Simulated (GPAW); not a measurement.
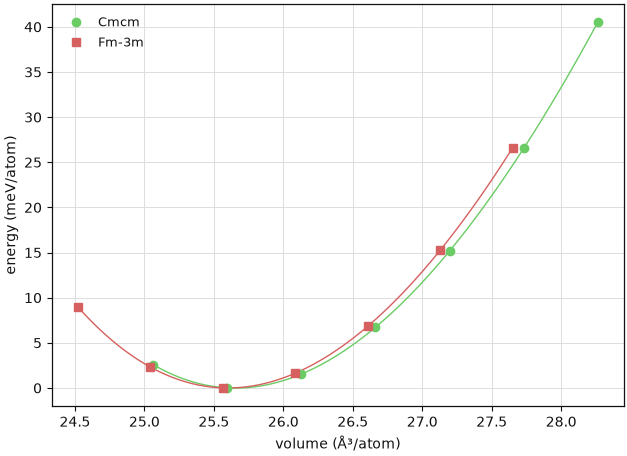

The plot gives the computed energy against volume, with one curve for each structure, for PbS. Each energy curve has its own zero, so the curves don't rank the structures.

How it was computed, with GPAW 26.7.0: PAW DFT in plane waves, on a grid or in atomic orbitals, no spin polarisation; energies at scaled volumes of the given cell, shape and fractions fixed, counted from the fit's minimum, third-order Birch-Murnaghan fit. Level: PBEsol.

occupations Fermi–Dirac; smearing width 0.05 eV; potentials PAW data sets made by gpaw setup for the functional; wave cutoff 600 eV.

Settings that differ: Cmcm: k mesh 7×7×6; Fm-3m: k mesh 8×8×8.

**Order the curves by fitted equilibrium volume, smallest first.**

Fm-3m 25.601, Cmcm 25.655 Å³/atom.

Keep in mind: spin-orbit coupling left out, heavy elements; shape and atomic fractions are frozen while scaling, which makes layered, chain and framework solids too stiff.

The computed values:

Cmcm:
```json
{"volume (Å³/atom)": "25.06", "energy (meV/atom)": "2.59"}
{"volume (Å³/atom)": "25.60", "energy (meV/atom)": "0.03"}
{"volume (Å³/atom)": "26.13", "energy (meV/atom)": "1.55"}
{"volume (Å³/atom)": "26.66", "energy (meV/atom)": "6.72"}
{"volume (Å³/atom)": "27.20", "energy (meV/atom)": "15.18"}
{"volume (Å³/atom)": "27.73", "energy (meV/atom)": "26.53"}
{"volume (Å³/atom)": "28.26", "energy (meV/atom)": "40.49"}
```

Fm-3m:
```json
{"volume (Å³/atom)": "24.52", "energy (meV/atom)": "8.98"}
{"volume (Å³/atom)": "25.04", "energy (meV/atom)": "2.33"}
{"volume (Å³/atom)": "25.56", "energy (meV/atom)": "0.01"}
{"volume (Å³/atom)": "26.09", "energy (meV/atom)": "1.64"}
{"volume (Å³/atom)": "26.61", "energy (meV/atom)": "6.82"}
{"volume (Å³/atom)": "27.13", "energy (meV/atom)": "15.28"}
{"volume (Å³/atom)": "27.65", "energy (meV/atom)": "26.61"}
```
